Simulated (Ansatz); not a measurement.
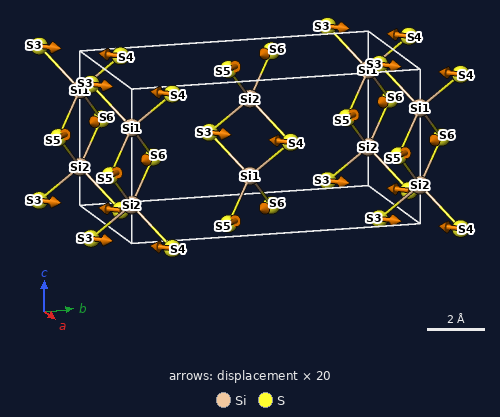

This is a relaxation of solid SiS2 (set up in Ibam). The starting structure is drawn; orange arrows show the displacements (the part carried along by the change of the cell is left out), 20 times their true length.

A ball-and-stick model of the conventional cell (2 times the calculation's cell), seen slightly off an axis. Lengths and directions refer to the drawn axes.

These are results of DFT PBE, scalar-relativistic, plane waves, PAW (Ansatz 0.2.0), not measurements. (plane-wave cutoff 420 eV; k-point mesh 6 × 6 × 6; occupations gaussian; smearing width 0.02 eV; no spin polarisation; cell and atoms relaxed; force threshold 0.01 eV/Å; at most 80 steps)

Atoms of which element are displaced furthest, and by how much?

Sulfur: up to 0.046 Å, against 0.000 Å for silicon.

Describe the change and its energy.

The largest moves relative to the cell, 0.046 Å, are those of S3, S4, S5 and S6. S4 goes along [−2 −1 0]. Si stays in place. The drawn cell changes as follows: a 6.255 → 6.394 Å (+2.2 %), b 10.645 → 11.002 Å (+3.4 %), c 5.593 → 5.594 Å (0.0 %); the volume changes by +5.7 %. The space group stays Ibam (No. 72). The energy falls by 3.4 meV per cell of the calculation in 3 accepted moves (4 points after the start). Largest force component: 0.0044 eV/Å at the start, 0.0093 eV/Å at the end. Pressure: 0.07 GPa at the start and 0.03 GPa at the end. The SCF was repeated once at an unchanged geometry on a basis and grid sized afresh for the cell, which shifted the energy by 0.7 meV per cell of the calculation at most.
